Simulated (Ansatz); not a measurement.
System AlO₂ (space group P4/mmm, No. 123); source of the atomic positions: the input geometry of an electronic-structure calculation (not necessarily at equilibrium); the starting structure was generated, so it need not be a known form of this composition.

```cif
data_structure
_symmetry_space_group_name_H-M 'P4/mmm'
_symmetry_Int_Tables_number 123
_cell_length_a 2.6289
_cell_length_b 2.6289
_cell_length_c 4.6851
_cell_angle_alpha 90.000
_cell_angle_beta 90.000
_cell_angle_gamma 90.000
_cell_volume 32.38
loop_
_atom_site_label
_atom_site_type_symbol
_atom_site_symmetry_multiplicity
_atom_site_Wyckoff_symbol
_atom_site_fract_x
_atom_site_fract_y
_atom_site_fract_z
_atom_site_occupancy
Al1 Al 1 d 0.50000 0.50000 0.50000 1
O1 O 1 a 0.00000 0.00000 0.00000 1
O2 O 1 b 0.00000 0.00000 0.50000 1
```

Describe how the polyhedra about Al are linked (bonds: Al–O below 2.1 Å).

Al: AlO4 square, sharing corners with four neighbours and edges with four neighbours.

They form layers of corner- and edge-sharing squares parallel to (001).

Centre to centre across a shared corner: 3.72 Å; across a shared edge: 2.63 Å.

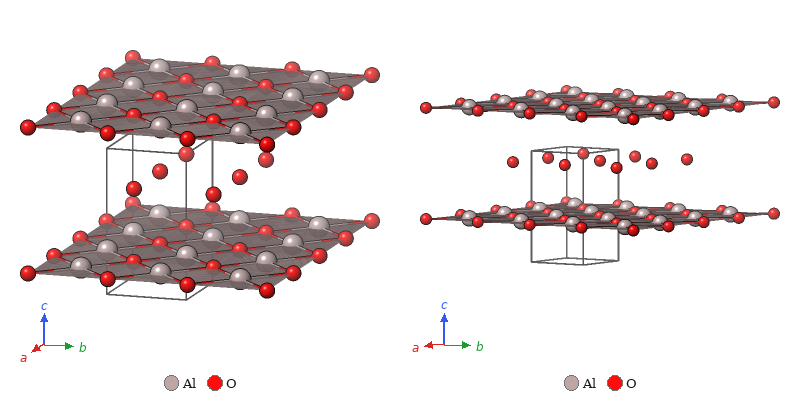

Polyhedra are drawn about Al (bonds: Al–O below 2.1 Å); other atoms are plain spheres. Two views of the same piece.
